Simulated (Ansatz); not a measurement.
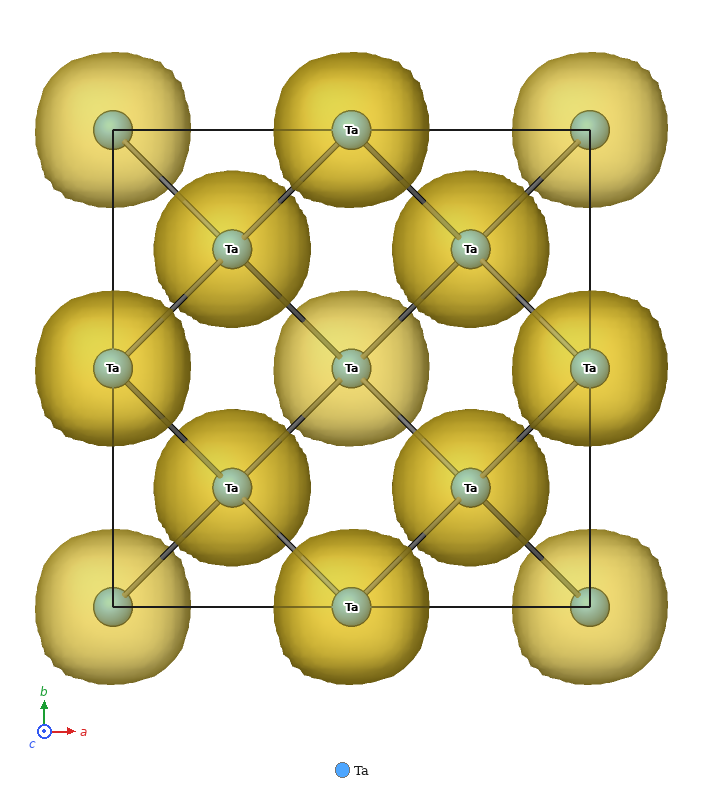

*Ta. Isosurface of the valence charge density (pseudo) at 0.5 e/Å³ (yellow), seen along the c axis. Sticks mark near contacts.*

Space group Fm-3m; a structure generated by program, which may or may not match a known phase; computed without spin polarisation.

The calculation used Ansatz 0.2.0, DFT PBE, scalar-relativistic, plane waves, PAW.

The density is the valence pseudo-density of a PAW calculation; it isn't the true density close to the nuclei.

```
Ta
1.0
     6.35958    0.00000    0.00000
     0.00000    6.35958    0.00000
     0.00000    0.00000    6.35958
Ta
12
Direct
  0.25000 0.25000 0.25000
  0.75000 0.75000 0.25000
  0.75000 0.25000 0.75000
  0.25000 0.75000 0.75000
  0.75000 0.25000 0.25000
  0.25000 0.75000 0.25000
  0.25000 0.25000 0.75000
  0.75000 0.75000 0.75000
  0.50000 0.00000 0.00000
  0.00000 0.50000 0.00000
  0.00000 0.00000 0.50000
  0.50000 0.50000 0.50000
```

Question: Which contacts does the surface bridge?

Answer: At this value the density breaks into separate islands; it holds about 70 % of the electrons treated as valence (semicore included). It bridges none of the near contacts. It is pinched off along the shortest Ta–Ta (2.75 Å) contacts. On the grid the lowest density along these lines, outside the cores, is 0.38 e/Å³ (Ta–Ta, 2.75 Å).

Question: Does the calculation make it a metal, or give it a gap?

Answer: It is metallic or semimetallic at this level of theory: no gap opens.
